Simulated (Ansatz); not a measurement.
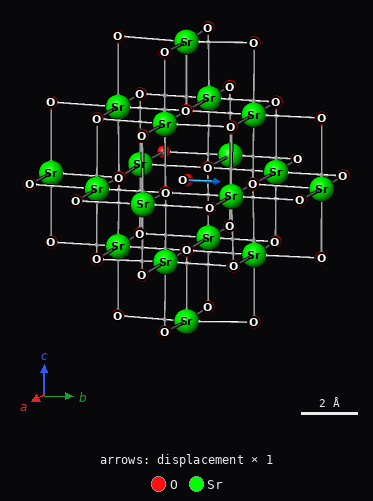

A relaxation of a defect cell of composition O₃₃Sr₃₁ (cell charge +1). The starting structure is drawn; blue arrows show the displacements, at their true length.

Style: ball-and-stick. Shown: the atoms within 5.8 Å of the atom that moves most (axes of the cell of the calculation (origin shifted)), slightly off an axis.

These are results of Ansatz 0.2.0, DFT, PBEsol, PAW, plane waves, not measurements. Set-up: plane-wave cutoff 420 eV; k-point mesh 1 × 1 × 1; mesh shifted by (0.25, 0.25, 0.25); collinear spin; atoms relaxed in a fixed cell; force threshold 0.03 eV/Å; at most 80 steps.

**Which element moves most?**

Oxygen: up to 1.34 Å, against 0.13 Å for strontium.

**What did the optimiser do to the structure, and how much energy did it gain?**

An O atom moves most: 1.34 Å along +b. Largest moves by element: O 1.34 Å, Sr 0.13 Å. The lattice vectors keep their values. Near-neighbour distances that change, for instance: O–O 2.491 → 1.371 Å, O–Sr 3.573 → 2.827 Å, O–Sr 3.625 → 2.889 Å, O–Sr 3.544 → 2.828 Å. New bonds form, among them: O–O (2.49 → 1.37 Å), O–Sr (3.54 → 2.83 Å), O–Sr (3.57 → 2.83 Å), O–Sr (3.60 → 2.89 Å). Bond angles that change, for instance: O–Sr–O 89.2° → 101.2°, O–Sr–O 90.4° → 101.8°, O–Sr–O 90.6° → 101.9°. The energy falls by 3.432 eV per cell of the calculation in 14 geometry steps. The largest force component goes from 1.1 to 0.015 eV/Å. The program noted that the starting moments weren't kept. Cost: 32 s on 1 × NVIDIA GB300 Max-Q with 8 threads of Arm Neoverse-V2, peak memory 1.9 GiB.

Limits of the set-up: the cell is charged, on a uniform background, and energies carry no finite-size correction.
